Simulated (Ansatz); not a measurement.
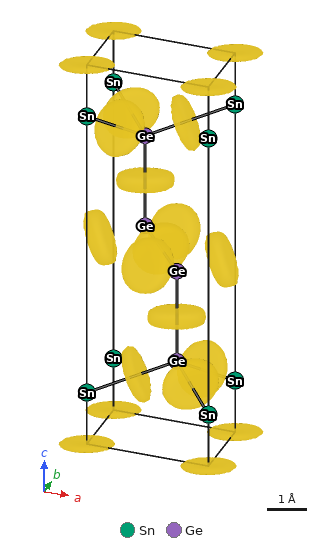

The picture shows: SnGe₂. Isosurface of the electron localisation function at 0.6 (yellow), seen at an oblique angle. Only the valence region is drawn (cores and ρ < 0.01 e/Å³ removed). Sticks mark near contacts.

Space group P-3m1; a generated structure, not necessarily the stable one; changed on purpose from its base cell (volume × 0.91, shape and atoms relaxed); computed pressure about 6 GPa in this cell.

These are results of DFT PBE, scalar-relativistic, plane waves, PAW (Ansatz 0.2.0), not measurements.

Core electrons are frozen (PAW), and the valence fields are smoothed inside the atomic spheres.

Input file:

```
crystal:
  lattice:
    - [4.1585492353, 0.0, 0.0]
    - [-2.0792746176, 3.6014092806, 0.0]
    - [0.0, 0.0, 10.2119446171]
  atoms:
    - { symbol: Sn, position: [0.0, 0.0, 0.8639947399] }
    - { symbol: Sn, position: [0.0, 0.0, 0.1360052601] }
    - { symbol: Ge, position: [0.3333333333, 0.6666666667, 0.7730287982] }
    - { symbol: Ge, position: [0.6666666667, 0.3333333333, 0.2269712018] }
    - { symbol: Ge, position: [0.3333333333, 0.6666666667, 0.5356693063] }
    - { symbol: Ge, position: [0.6666666667, 0.3333333333, 0.4643306937] }
basis:
  ecutwfc: 420
kpoints:
  mp_grid: { grid: [12, 12, 4] }
hamiltonian:
  xc: pbe
scf:
  occupations: { method: gaussian, width: 0.1 }
output:
  forces: true
  stress: true
  eigenvalues: true
  write_density: true
  write_potential: true
  elf: true
  volumetric_format: npy
relax:
  adjacent_minimum: "off"
  f_tol: 0.01
  max_steps: 30
  cell: { stress_tol: 0.1, fix: [volume] }
```

Command:

```sh
ansatz run input.yaml --threads 1 --pin off --max-ram 2560MiB --backend cpu --events-out ev --progress --plain --runs-dir out
```

Below, planes, directions and counts refer to the conventional cell (a = 4.16 Å, b = 4.16 Å, c = 10.22 Å, α = 90.00°, β = 90.00°, γ = 120.00°).

The fields are those of the relaxed geometry.

Where are the electrons localised?

The surface consists of five regions between bonded Ge–Ge atoms, six regions between bonded Ge–Sn atoms and one region between bonded Sn–Sn atoms, counted in one cell of 6 atoms. Any copies at cell faces, edges or corners count once. Profiles from the grid: Ge–Ge (2.43 Å): the ELF peaks at about 0.75 between the atoms. Sn–Ge (2.58 Å): the ELF peaks at about 0.70 between the atoms.

Does the calculation give a band gap?

It is gapless in this calculation (a metal or semimetal).
